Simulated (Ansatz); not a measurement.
A structure file:

```xyz
32
Lattice="6.3182 0.0000 0.0000 0.0000 6.3182 0.0000 0.0000 0.0000 10.9353" Properties=species:S:1:pos:R:3 pbc="T T T"
Al    0.0000    0.0000    7.2711
Al    0.0000    0.0000    2.8034
Ga    1.5795    1.5795    0.5696
Ga    1.5795    1.5795    5.0373
Ga    4.7386    1.5795    0.5696
Ga    4.7386    1.5795    5.0373
Ga    0.0000    3.1591    7.2711
Ga    0.0000    3.1591    2.8034
N     4.7068    3.1591    1.7090
N     4.7068    3.1591    6.1766
N     1.6113    3.1591    1.7090
N     1.6113    3.1591    6.1766
N     0.0000    1.5478    8.3655
N     0.0000    1.5478    3.8979
N     0.0000    4.7704    8.3655
N     0.0000    4.7704    3.8979
Al    3.1591    3.1591    7.2711
Al    3.1591    3.1591    2.8034
Ga    4.7386    4.7386    0.5696
Ga    4.7386    4.7386    5.0373
Ga    1.5795    4.7386    0.5696
Ga    1.5795    4.7386    5.0373
Ga    3.1591    0.0000    7.2711
Ga    3.1591    0.0000    2.8034
N     1.5478    0.0000    1.7090
N     1.5478    0.0000    6.1766
N     4.7704    0.0000    1.7090
N     4.7704    0.0000    6.1766
N     3.1591    4.7068    8.3655
N     3.1591    4.7068    3.8979
N     3.1591    1.6113    8.3655
N     3.1591    1.6113    3.8979
```

Work out the structure from the coordinates.

Answer. Chemical formula AlGa₃N₄. It belongs to space group Cmm2 (No. 35) and has a base-centred orthorhombic lattice. With Z = 4, the cell contains 4 Al, 12 Ga, 16 N. Al is coordinated by four N in a tetrahedral arrangement at 1.90 Å. With all contacts inside bonding distance counted, the coordination numbers are Ga 2 to 4 (mean 3.3) and N 2 to 4 (mean 3.5). The bonds build AlGa3N4 layers parallel to (001).

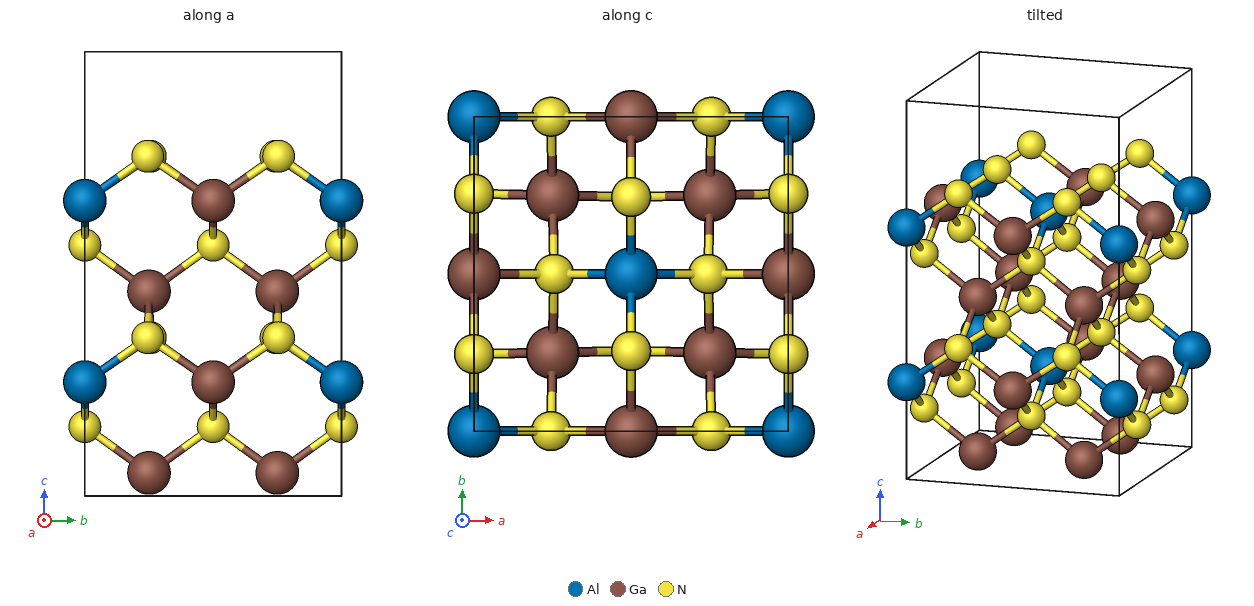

Structure drawing (ball-and-stick), viewed along the a axis, along the c axis and slightly off an axis. The outline marks the conventional unit cell. Colours: aluminium blue, gallium brown, nitrogen yellow.

The model was built from a structure listed in the Materials Project. The cell was then strained or its atoms displaced on purpose. Ansatz was used for an electronic-structure calculation on it.

At this level of theory the run's own cell isn't at rest (forces up to 2.1 eV/Å), so its distances can differ from those at equilibrium, the more so the softer the solid.
